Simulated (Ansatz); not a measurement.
HfSi$_{15}$ (charge −1): geometry relaxation (part 2 of 2)

The same run, continued: HfSi$_{15}$ (defect cell, 16 atoms in the cell, total charge −1); DFT PBE, scalar-relativistic, plane waves, PAW, spin-polarised (Ansatz 0.2.0); cutoff 420 eV, 2×2×2 k-mesh, Gaussian smearing of 0.01 eV, collinear spins. The structure derives from a Materials Project entry. It belongs to a series of runs on one base structure; here: Hf on a Si site (b), charge -1, atoms relaxed at the host's cell.

Geometry of the input (Å; fractional positions):
```
0.0000  5.4701  -5.4701
5.4701  5.4701  0.0000
5.4701  0.0000  -5.4701
Hf 0.3750  0.3750  0.3750
Si 0.3728  0.8772  0.3728
Si 0.8772  0.3728  0.3728
Si 0.8772  0.8772  0.3728
Si 0.3728  0.3728  0.8772
Si 0.3728  0.8772  0.8772
Si 0.8772  0.3728  0.8772
Si 0.8750  0.8750  0.8750
Si 0.5089  0.5089  -0.0268
Si 0.5012  -0.0004  -0.0004
Si 0.9996  0.5012  -0.0004
Si 0.9996  -0.0004  -0.0004
Si 0.5089  0.5089  0.5089
Si 0.5089  -0.0268  0.5089
Si 0.9732  0.5089  0.5089
Si 0.9996  -0.0004  0.5012
```

**Output, continued**
```
--- Per-component energies (eV) ---
  E_band       = -163.624539
  E_kinetic    = 1050.579813
  E_local      = -9348.451218  (includes V_loc(G=0)·N_el)
  E_nonlocal   = -849.158115
  E_hartree    = 4291.748152
  E_xc         = -1139.001101
  E_vxc        = -981.689273  (∫ρ·V_xc dr)
  E_paw        = -14621.823746  (= ΣΔE_a)
  E_vpaw       = 1381.611111  (= ΣTr[D̂ρ^β])
  E_aug_tail   = 0.000090  (compensation charges beyond the density's cutoff)
  E_ewald      = -4631.240305
  E_smearing   = -0.000964  (= −TS)
  E_closure    = -0.000000  (closes the sum)
  E_deformation_potential = -13.393188  (in the stress; not in F)
  Σ components = -25247.347395   (vs F -25247.347395, Δ=0.00e0)
--- Forces (eV/Å), atoms counted from 1 ---
  atom   1  Hf     0.00000000     0.00000000     0.00000000
  atom   2  Si     0.00000000     0.00000000     0.00142013
  atom   3  Si    -0.00142013    -0.00000000     0.00000000
  atom   4  Si     0.00000000     0.00142013    -0.00000000
  atom   5  Si     0.00000000    -0.00142013    -0.00000000
  atom   6  Si     0.00142013     0.00000000     0.00000000
  atom   7  Si     0.00000000     0.00000000    -0.00142013
  atom   8  Si     0.00000000     0.00000000    -0.00000000
  atom   9  Si     0.00056184    -0.00056184    -0.00056184
  atom  10  Si    -0.00028823     0.00028823    -0.00028823
  atom  11  Si     0.00028823     0.00028823     0.00028823
  atom  12  Si    -0.00028823    -0.00028823     0.00028823
  atom  13  Si    -0.00056184    -0.00056184     0.00056184
  atom  14  Si     0.00056184     0.00056184     0.00056184
  atom  15  Si    -0.00056184     0.00056184    -0.00056184
  atom  16  Si     0.00028823    -0.00028823    -0.00028823
  max |Σ_I F_I| component: 4.49e-16 eV/Å
--- Charged-cell corrections in eV (Makov–Payne, q = -1.000 e, ε = 12.982) ---
  F (periodic)     = -25247.347395  (uncorrected; the corrections below are reported, never added to it)
  E_corr1          = +0.232419  (monopole, q²α_M/2εL)
  F Makov-Payne    = -25247.114976  (F + E_corr1; no measured alignment; for a localised charge, not one spread in a band: unchecked)
  no potential alignment in this run, which stands beside a crystal: run the host's input off ansatz write-host-input, and read the two finished runs by ansatz place-levels (neither reads a slab, a wire or a sheet, whose cell leaves a vacuum)
--- Band table (eV; the first three rows and the last of 6) ---
  k-point 0 ↑: bands = ["-54.4123", "-23.1541", "-23.1541", "-23.1541", "-4.8761", "-4.3836", "-4.3836", "-4.3836", "-4.3664", "-4.3664", "-4.3664", "-4.3552", "-2.7138", "-2.7138", "-2.7138", "-2.1933", "-0.9726", "-0.9726", "-0.7968", "-0.7968", "-0.7968", "-0.4077", "0.3524", "0.3524", "0.3524", "2.8918", "4.0780", "4.0780", "4.0780", "4.3583", "4.3583", "4.3583", "5.4329", "5.4329", "5.7276", "5.7276", "5.7276", "6.0317", "6.0317", "6.0317", "6.5575", "6.5575", "6.5575", "7.0414", "7.0414", "7.5381", "7.8189", "7.8189", "7.8189", "8.3931", "8.3931", "8.3931", "9.1433", "9.1433", "9.2220", "9.6167", "9.6167", "9.6167", "10.1359", "10.1359"]
  k-point 1 ↑: bands = ["-54.4123", "-23.1541", "-23.1541", "-23.1541", "-4.3864", "-4.3835", "-4.3835", "-4.3685", "-4.3667", "-4.3667", "-4.3664", "-4.2125", "-3.9618", "-2.3752", "-2.3752", "-2.3414", "-2.2049", "-2.2049", "-0.9373", "0.3889", "0.4522", "0.4522", "0.9652", "0.9652", "2.2577", "2.9195", "3.1543", "3.2835", "3.2835", "3.4210", "3.4210", "4.1173", "4.5382", "4.5382", "4.6338", "4.8125", "5.2352", "5.2352", "5.8860", "5.9396", "5.9396", "6.6719", "6.6719", "8.1676", "8.2041", "8.2041", "8.3112", "8.3112", "8.4157", "8.6109", "8.9101", "9.4072", "9.4072", "10.1425", "10.1425", "10.6953", "10.6953", "11.2386", "11.4482", "11.4482"]
  k-point 2 ↑: bands = ["-54.4123", "-23.1541", "-23.1541", "-23.1541", "-4.3854", "-4.3835", "-4.3835", "-4.3667", "-4.3667", "-4.3667", "-4.3643", "-3.9393", "-3.7408", "-3.0733", "-2.9310", "-2.9310", "-2.1075", "-0.8161", "-0.5954", "-0.5954", "0.3476", "1.4615", "1.5153", "1.5153", "2.4377", "2.9692", "3.0424", "3.0424", "3.0438", "3.0781", "3.1251", "3.5876", "3.5876", "4.5773", "4.8069", "4.8069", "5.1980", "5.1980", "5.3441", "5.3769", "5.4938", "7.0389", "7.0389", "8.0084", "8.0418", "8.4663", "8.7394", "9.1810", "9.1810", "9.2654", "9.6000", "9.6332", "9.6332", "9.6437", "11.2530", "11.3187", "11.3489", "11.3489", "11.6046", "11.6081"]
  k-point 2 ↓: bands = ["-54.4110", "-23.1527", "-23.1527", "-23.1527", "-4.3850", "-4.3832", "-4.3832", "-4.3662", "-4.3662", "-4.3662", "-4.3634", "-3.9229", "-3.7229", "-3.0578", "-2.9156", "-2.9156", "-2.0931", "-0.8026", "-0.5822", "-0.5822", "0.3601", "1.4748", "1.5279", "1.5279", "2.4538", "2.9869", "3.0572", "3.0715", "3.0715", "3.0942", "3.1401", "3.6003", "3.6003", "4.5885", "4.8196", "4.8196", "5.2132", "5.2132", "5.3575", "5.3874", "5.5026", "7.0501", "7.0501", "8.0245", "8.0676", "8.4783", "8.7575", "9.2064", "9.2064", "9.2673", "9.6259", "9.6442", "9.6442", "9.6726", "11.2646", "11.3335", "11.3877", "11.3877", "11.6211", "11.6326"]
--- Relaxed structure (3 steps of the walk, 3 accepted, 0 SCFs on fresh bases) ---
  F+E_penalty+E_count = -25247.34739455 eV   max|allowed force component| = 1.420e-3 eV/Å
  atoms:
    - { symbol: Hf, position: [0.37499999999999994, 0.37499999999999994, 0.37499999999999994] }
    - { symbol: Si, position: [0.3730676998884289, 0.8769323001115711, 0.3730676998884289] }
    - { symbol: Si, position: [0.8769323001115711, 0.3730676998884289, 0.3730676998884289] }
    - { symbol: Si, position: [0.8769323001115712, 0.8769323001115712, 0.3730676998884288] }
    - { symbol: Si, position: [0.3730676998884289, 0.3730676998884289, 0.8769323001115711] }
    - { symbol: Si, position: [0.3730676998884288, 0.8769323001115712, 0.8769323001115712] }
    - { symbol: Si, position: [0.8769323001115712, 0.3730676998884288, 0.8769323001115712] }
    - { symbol: Si, position: [0.875, 0.875, 0.875] }
    - { symbol: Si, position: [0.5085636849374101, 0.5085636849374101, -0.025691054812230302] }
    - { symbol: Si, position: [0.500200641793135, -6.688059771164934e-5, -6.688059771164934e-5] }
    - { symbol: Si, position: [0.9999331194022882, 0.5002006417931351, -6.688059771170485e-5] }
    - { symbol: Si, position: [0.9999331194022882, -6.688059771164934e-5, -6.688059771164934e-5] }
    - { symbol: Si, position: [0.5085636849374101, 0.5085636849374101, 0.5085636849374101] }
    - { symbol: Si, position: [0.5085636849374101, -0.025691054812230274, 0.5085636849374101] }
    - { symbol: Si, position: [0.9743089451877699, 0.50856368493741, 0.5085636849374101] }
    - { symbol: Si, position: [0.9999331194022882, -6.688059771164934e-5, 0.5002006417931351] }
--- Löwdin populations: 16 sites ---
  site symbol       q [e]    m [muB]
     0     Hf     25.5173    -0.0018
     1     Si      3.9922     0.0154
     2     Si      3.9922     0.0154
     3     Si      3.9922     0.0154
     4     Si      3.9922     0.0154
     5     Si      3.9922     0.0154
     6     Si      3.9922     0.0154
     7     Si      4.0183     0.0199
     8     Si      4.1963     0.0110
     9     Si      3.9971     0.0149
    10     Si      3.9971     0.0149
    11     Si      3.9971     0.0149
    12     Si      4.1963     0.0110
    13     Si      4.1963     0.0110
    14     Si      4.1963     0.0110
    15     Si      3.9971     0.0149
  spilling = 0.008478 (of n_electrons = 87.000000)
```

**Trajectory as extended XYZ (Å, eV, eV/Å), 3 frames, from step=1 to step=3**
```
16
Lattice="0.0000 5.4701 -5.4701 5.4701 5.4701 0.0000 5.4701 0.0000 -5.4701" Properties=species:S:1:pos:R:3:forces:R:3 step=1 energy=-25247.34455
Hf    4.1026    4.1026   -4.1026    0.0000   0.0000   0.0000
Si    6.8376    6.8376   -4.0789    0.0000   0.0000  -0.0214
Si    4.0789    6.8376   -6.8376    0.0214   0.0000   0.0000
Si    6.8376    9.5964   -6.8376    0.0000  -0.0214   0.0000
Si    6.8376    4.0789   -6.8376    0.0000   0.0214   0.0000
Si    9.5964    6.8376   -6.8376   -0.0214   0.0000   0.0000
Si    6.8376    6.8376   -9.5964    0.0000   0.0000   0.0214
Si    9.5727    9.5727   -9.5727    0.0000   0.0000   0.0000
Si    2.6372    5.5679   -2.6372    0.0597  -0.0597  -0.0597
Si   -0.0045    2.7395   -2.7395    0.0525  -0.0525   0.0525
Si    2.7395    8.2096   -5.4656   -0.0525  -0.0525  -0.0525
Si   -0.0045    5.4656   -5.4656    0.0525   0.0525  -0.0525
Si    5.5679    5.5679   -5.5679   -0.0597  -0.0597   0.0597
Si    2.6372    2.6372   -5.5679    0.0597   0.0597   0.0597
Si    5.5679    8.1073   -8.1073   -0.0597   0.0597  -0.0597
Si    2.7395    5.4656   -8.2096   -0.0525   0.0525   0.0525
16
Lattice="0.0000 5.4701 -5.4701 5.4701 5.4701 0.0000 5.4701 0.0000 -5.4701" Properties=species:S:1:pos:R:3:forces:R:3 step=2 energy=-25247.34692
Hf    4.1026    4.1026   -4.1026    0.0000   0.0000   0.0000
Si    6.8376    6.8376   -4.0821    0.0000   0.0000   0.0073
Si    4.0821    6.8376   -6.8376   -0.0073   0.0000   0.0000
Si    6.8376    9.5931   -6.8376    0.0000   0.0073   0.0000
Si    6.8376    4.0821   -6.8376    0.0000  -0.0073   0.0000
Si    9.5931    6.8376   -6.8376    0.0073   0.0000   0.0000
Si    6.8376    6.8376   -9.5931    0.0000   0.0000  -0.0073
Si    9.5727    9.5727   -9.5727    0.0000   0.0000   0.0000
Si    2.6436    5.5616   -2.6436   -0.0342   0.0342   0.0342
Si   -0.0010    2.7360   -2.7360    0.0060  -0.0060   0.0060
Si    2.7360    8.2061   -5.4691   -0.0060  -0.0060  -0.0060
Si   -0.0010    5.4691   -5.4691    0.0060   0.0060  -0.0060
Si    5.5616    5.5616   -5.5616    0.0342   0.0342  -0.0342
Si    2.6436    2.6436   -5.5616   -0.0342  -0.0342  -0.0342
Si    5.5616    8.1137   -8.1137    0.0342  -0.0342   0.0342
Si    2.7360    5.4691   -8.2061   -0.0060   0.0060   0.0060
16
Lattice="0.0000 5.4701 -5.4701 5.4701 5.4701 0.0000 5.4701 0.0000 -5.4701" Properties=species:S:1:pos:R:3:forces:R:3 step=3 energy=-25247.34740
Hf    4.1026    4.1026   -4.1026    0.0000   0.0000   0.0000
Si    6.8376    6.8376   -4.0814    0.0000   0.0000   0.0014
Si    4.0814    6.8376   -6.8376   -0.0014   0.0000   0.0000
Si    6.8376    9.5938   -6.8376    0.0000   0.0014   0.0000
Si    6.8376    4.0814   -6.8376    0.0000  -0.0014   0.0000
Si    9.5938    6.8376   -6.8376    0.0014   0.0000   0.0000
Si    6.8376    6.8376   -9.5938    0.0000   0.0000  -0.0014
Si    9.5727    9.5727   -9.5727    0.0000   0.0000   0.0000
Si    2.6414    5.5638   -2.6414    0.0006  -0.0006  -0.0006
Si   -0.0007    2.7358   -2.7358   -0.0003   0.0003  -0.0003
Si    2.7358    8.2059   -5.4694    0.0003   0.0003   0.0003
Si   -0.0007    5.4694   -5.4694   -0.0003  -0.0003   0.0003
Si    5.5638    5.5638   -5.5638   -0.0006  -0.0006   0.0006
Si    2.6414    2.6414   -5.5638    0.0006   0.0006   0.0006
Si    5.5638    8.1115   -8.1115   -0.0006   0.0006  -0.0006
Si    2.7358    5.4694   -8.2059    0.0003  -0.0003  -0.0003
```

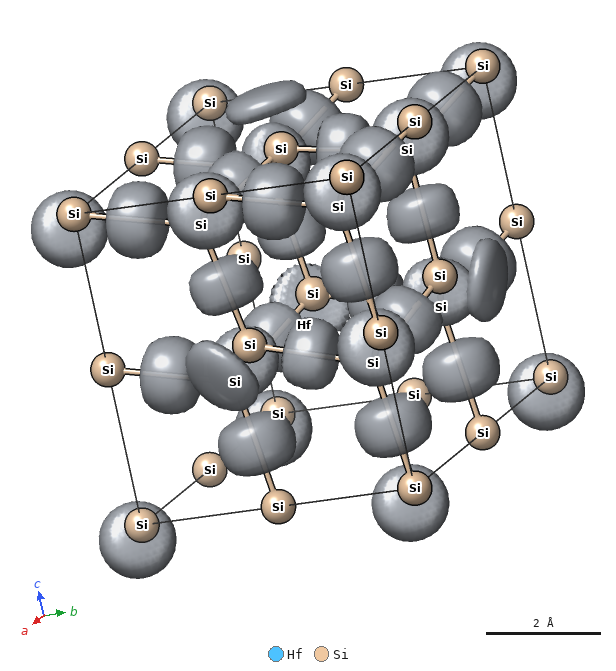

Isosurface of the electron localisation function at 0.8 (grey), seen slightly off an axis. Core shells and regions of very low density are left out. Sticks mark near contacts. The outline is the calculation cell. The ELF exceeds this value in 28 regions between bonded Si–Si atoms (shared pairs) and four lobes of the valence shell of Si pointing towards Hf, counted in one cell of 16 atoms. Along the contacts the grid gives the following. Si–Si (2.33 Å): the ELF peaks at about 0.95 between the atoms, which marks a shared electron pair. Hf–Si (2.53 Å): the ELF is about 0.65 at the midpoint. Core electrons are frozen (PAW), so the fields are smoothed inside the atomic spheres.

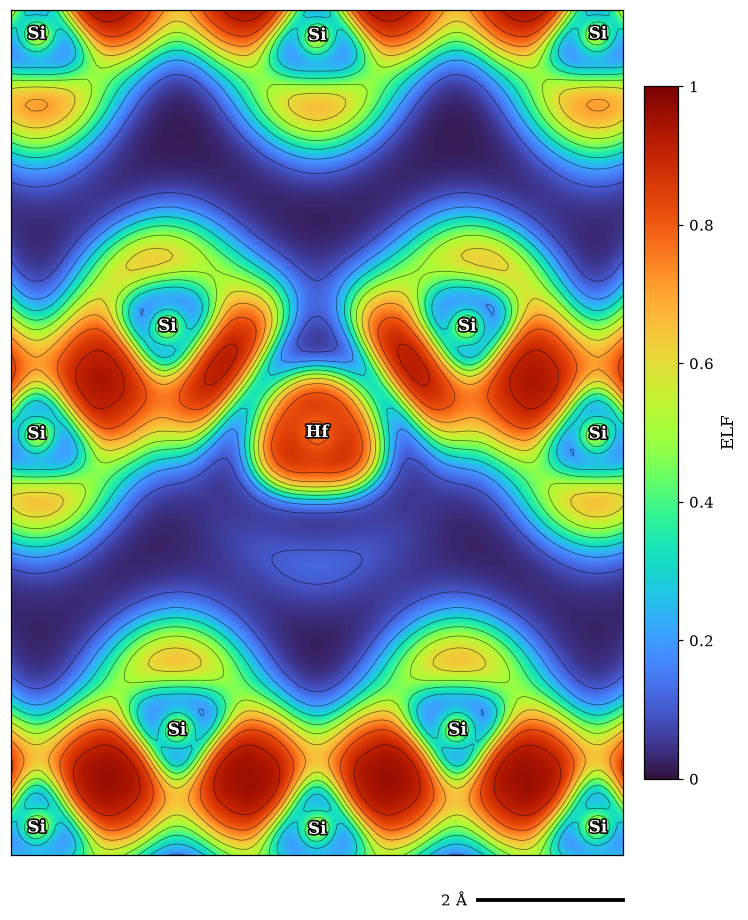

ELF on the (101̄) plane of the calculation cell. Hf–Si (2.53 Å): the ELF is about 0.65 at the midpoint. The strong features right at Hf lie inside the PAW spheres (semicore, d or f shells) and say nothing about bonding.

**Summary**

| quantity | value |
| --- | --- |
| outcome | converged |
| electrons treated | 87 |
| free energy | −25247.3474 eV |
| Fermi energy | 7.822 eV |
| gap on the k-point mesh | none (metallic) |
| net moment of the cell | 0.25 μB |
| integrated absolute moment | 0.26 μB |
| final volume | 327.35 Å³ |
| largest force (length of the vector) at the end | 0.001 eV/Å |
| wall time | 9.5 s (CPU time 35 s) |
| peak memory | 0.81 GiB |

The cell is charged and computed with a neutralising background, so its energy and pressure depend on the cell and aren't those of a real crystal. Spin–orbit coupling is left out, which matters for Hf. The k-point mesh is coarse for a cell of this size, so the results may not be converged.
